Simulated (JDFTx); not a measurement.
# Energy of KCl along an even scaling of the cell

System: KCl (2 atoms in the cell).
Method: Kohn-Sham DFT of a periodic cell, r2SCAN, SG15-PBE-1.2, no spin polarisation (JDFTx 1.7.0 (patched build)).

The 7 runs differ only in the geometry, by an even scaling of the cell at fixed fractional positions. The structure derives from an entry of the Crystallography Open Database.

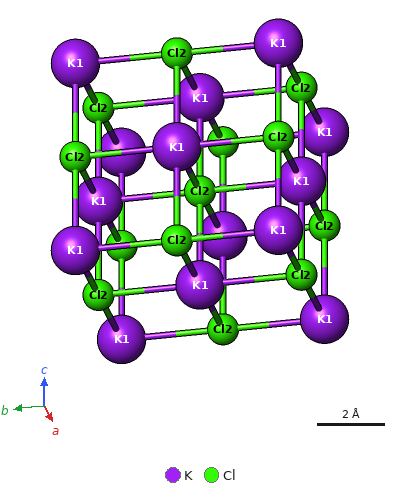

Figure 1. The structure of run 4 (ball-and-stick view of the cell 4 times as large as that of the calculation, set on its symmetry axes, seen at an oblique angle; atoms are numbered from 1 in the order of the input). An atom can appear more than once, as a periodic image.

## The input of run 4
```
include KCl.lattice
coords-type Lattice
include KCl.ionpos

ion-species pseudo/K.upf
ion-species pseudo/Cl.upf
elec-cutoff 40 320
elec-ex-corr mgga-x-r2scan mgga-c-r2scan
kpoint-folding 7 7 7
elec-smearing Fermi 0.0018374661
elec-n-bands 14
electronic-SCF nIterations 100 energyDiffThreshold 1e-09
electronic-minimize nIterations 30 energyDiffThreshold 1e-7
forces-output-coords Cartesian

dump-name run.$VAR
dump End Ecomponents EigStats BandEigs Kpoints Forces Stress ElecDensity KEdensity
```

## File KCl.lattice of run 4
```
lattice \
    0.0000000000     5.9459665594     5.9459665594 \
    5.9459665594     0.0000000000     5.9459665594 \
    5.9459665594     5.9459665594     0.0000000000
```

## File KCl.ionpos of run 4
```
ion K      0.0000000000     0.0000000000     0.0000000000 1
ion Cl     0.5000000000     0.5000000000     0.5000000000 1
```

Command:
```bash
jdftx -c 2 -i KCl.in -o KCl.out
```

Lattice vectors (Å) and fractional positions of run 4:
```
   0.000000    3.146470    3.146470
   3.146470    0.000000    3.146470
   3.146470    3.146470    0.000000
K   0.000000  0.000000  0.000000
Cl  0.500000  0.500000  0.500000
```

Run 6 differs from it as follows:
```diff
-    0.0000000000     5.9459665594     5.9459665594 \
-    5.9459665594     0.0000000000     5.9459665594 \
-    5.9459665594     5.9459665594     0.0000000000
+    0.0000000000     6.0242119343     6.0242119343 \
+    6.0242119343     0.0000000000     6.0242119343 \
+    6.0242119343     6.0242119343     0.0000000000
```

## Results, with one run withheld

| run | volume per atom (Å³) | free energy per atom, from the lowest run given (meV) | pressure (GPa) | gap on the mesh (eV) |
| --- | --- | --- | --- | --- |
| 1 | 29.282 | 6.88 | 1.31 | 5.96 |
| 2 | 29.905 | 2.79 | 0.80 | 5.89 |
| 3 | 30.528 | 0.56 | 0.35 | 5.81 |
| 4 | 31.151 | 0.00 | −0.06 | 5.74 |
| 5 | 31.774 | 0.92 | −0.41 | 5.67 |
| 6 | 32.397 | ? | ? | ? |
| 7 | 33.020 | 6.52 | −1.01 | 5.55 |

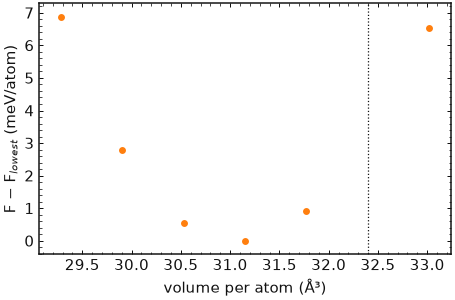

Figure 2. Free energy per atom of the runs given; the dotted line marks run 6.

What should run 6 give?

A cubic polynomial in V^(−2/3) (the Birch–Murnaghan form), fitted to the 6 runs given, misses them by under 0.01 meV per atom. With x = V^(−2/3) − 0.10155 Å⁻², it reads F = 0.040135 + 291.44 x + 4.1105e+05 x² + 1.9603e+06 x³ (meV per atom). At run 6 it gives 3.14 meV per atom, and the run itself gives 3.14. The slope of the fit gives a pressure −dF/dV of −0.73 GPa there, and the run prints −0.73 GPa. The fit has its minimum at 31.064 Å³ per atom, where V d²F/dV² gives 19.2 GPa: the bulk modulus at this level, since symmetry fixes the shape and the positions. The gap on the mesh goes, without turning, from 5.96 eV in run 1 to 5.55 eV in run 7; run 6 has 5.61 eV. These are gaps of this functional on this mesh, which can miss the band edges; they aren't the measured gap.

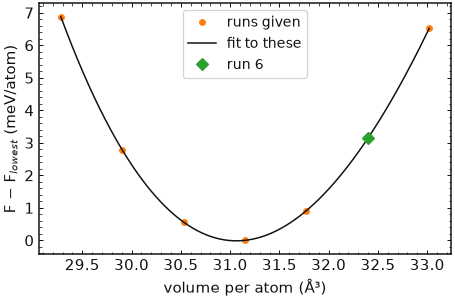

Figure 3. The fit and the withheld run.

## Some lines of the output (run 6)
```
[...]
unit cell volume = 437.251
     Etot =      -43.7077158444789902
	HOMO-LUMO gap: +0.206091
	Optical gap  : +0.206091 at state 0 ( [ +0.000000 +0.000000 +0.000000 ] spin 0 )
```

Notes: Points of doubt noted for this run: metagga forces on grid.
